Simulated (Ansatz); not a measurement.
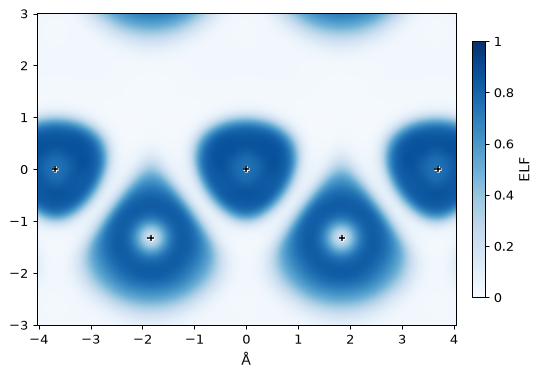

The electron localisation function on a plane through atoms (crosses mark nuclei in the plane).

The calculation used DFT, PBE, plane waves, PAW (Ansatz 0.2.0).

Candidates:
A. CuI, a = 7.33 Å, b = 7.19 Å, c = 4.32 Å, α = 90.00°, β = 90.00°, γ = 90.00°. Space group Cmcm; a structure from a database of computed crystals, not necessarily the ambient phase; started from the database structure prototype, which need not be the ambient phase; changed on purpose from its base cell (uniaxial x strain +4.6%); computed without spin polarisation.
B. CaO, a = 3.69 Å, b = 3.69 Å, c = 5.32 Å, α = 90.00°, β = 90.00°, γ = 90.00°. Space group I-4m2; started from the zincblende prototype, which need not be the ambient phase; changed on purpose from its base cell (uniaxial z strain +2.0%).

Which system is this?

Answer. Candidate B: CaO on the (100) plane of the conventional cell, which holds Ca and O. Ca–O (2.27 Å): the ELF peaks at about 0.80 in the valence shell of O, 0.6 Å from its nucleus, and drops to about 0.10 between the two atoms; an ionic contact with no shared pair.
